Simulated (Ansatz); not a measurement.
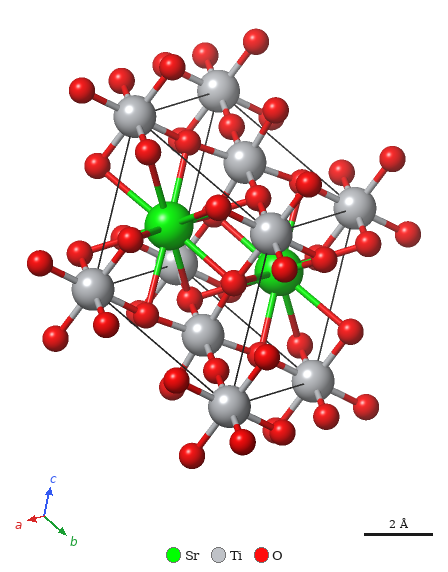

Crystalline SrTiO$_{3}$ (set up in I4/mcm), before the relaxation. A ball-and-stick model of the cell of the calculation, seen slightly off an axis.

Method: Ansatz, DFT PBE, scalar-relativistic, plane waves, PAW.

Input
```yaml
crystal:
  lattice:
    - [-2.7797492264, 2.7797492264, 3.9371791772]
    - [2.7797492264, -2.7797492264, 3.9371791772]
    - [2.7797492264, 2.7797492264, -3.9371791772]
  atoms:
    - { symbol: Sr, position: [0.75, 0.25, 0.5] }
    - { symbol: Sr, position: [0.25, 0.75, 0.5] }
    - { symbol: Ti, position: [0.0, 0.0, 0.0] }
    - { symbol: Ti, position: [0.5, 0.5, 0.0] }
    - { symbol: O, position: [0.25, 0.25, 0.0] }
    - { symbol: O, position: [0.75, 0.75, 0.0] }
    - { symbol: O, position: [0.7349334454, 0.2349334454, 0.9698668908] }
    - { symbol: O, position: [0.2349334454, 0.2650665546, 0.5] }
    - { symbol: O, position: [0.2650665546, 0.7650665546, 0.0301331092] }
    - { symbol: O, position: [0.7650665546, 0.7349334454, 0.5] }
basis:
  ecutwfc: 420
kpoints:
  mp_grid: { grid: [8, 8, 8] }
hamiltonian:
  xc: pbe
scf:
  occupations: { method: gaussian, width: 0.02 }
output:
  forces: true
  stress: true
  eigenvalues: true
relax:
  adjacent_minimum: "off"
  f_tol: 0.01
  max_steps: 80
  cell: { stress_tol: 0.05 }
```

Run as
```bash
ansatz run input.yaml --threads 1 --pin off --max-ram 2560MiB --backend cpu --events-out ev --progress --plain --runs-dir out
```

**Where does the relaxation end?**

The largest moves relative to the cell, 0.046 Å, are those of O7, O8, O9 and O10. O10 goes along [1 −1 0]. Sr and Ti stay in place. Cell: a = b = c 5.564 → 5.568 Å (+0.1 %), γ 89.9° → 89.8°. Volume +0.1 %. Some distances before and after: Sr1–O10 2.867 → 2.903 Å, Sr1–O10 (another image) 2.699 → 2.670 Å. Among the angles between lasting bonds that change: Ti3–O10–Ti4 173.1° → 170.4°. The space group stays I4/mcm (No. 140). Over 3 accepted moves (4 points after the start) the energy falls by 2.5 meV per cell of the calculation. Largest force component: 0.013 eV/Å at the start, 0.0022 eV/Å at the end. The pressure goes from 0.29 to 0.00 GPa. At 1 point the geometry stayed and the basis and grid were re-selected for the new cell (energy shift of 0.5 meV per cell of the calculation at most each time). The run took 2.7 min on 1 thread of Intel(R) Xeon(R) Processor @ 2.70GHz, on a shared host, peak memory 0.6 GiB.
